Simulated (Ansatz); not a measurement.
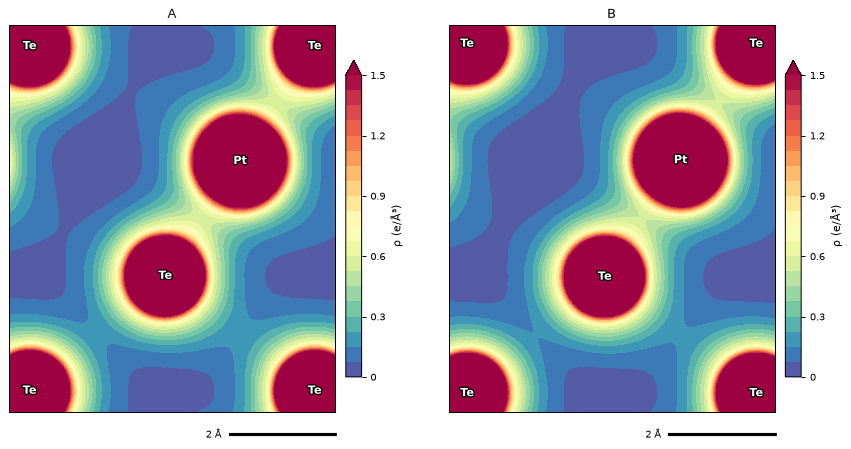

Te$_{2}$Pt. The valence electron density of two cells that differ in size, on the (110) plane of each (indices in the axes of the calculation cell), at one length scale and on one colour scale; one has 22.3 and the other 23.3 Å³ an atom.

Level of theory: DFT PBEsol, scalar-relativistic, plane waves, PAW in Ansatz 0.2.0.

The density is the valence pseudo-density of a PAW calculation; it isn't the true density close to the nuclei.

The larger cell:

```
CELL_PARAMETERS angstrom
3.83270 0.00000 0.00000
-1.91635 3.31921 0.00000
0.00000 0.00000 5.49226
ATOMIC_POSITIONS crystal
Te 0.33333 0.66667 0.26203
Te 0.66667 0.33333 0.73797
Pt 0.00000 0.00000 0.00000
```

The smaller cell: a = 3.779 Å, b = 3.779 Å, c = 5.415 Å, α = 90.00°, β = 90.00°, γ = 120.00°.

Which panel shows the smaller cell, and what does the compression change?

Panel A is the smaller cell, by 4 % in volume. From the larger cell to the smaller, Te–Pt goes from 2.64 to 2.60 Å, and the density at its midpoint from 0.53 to 0.56 e/Å³; the pressure goes from 8 to 15 GPa.
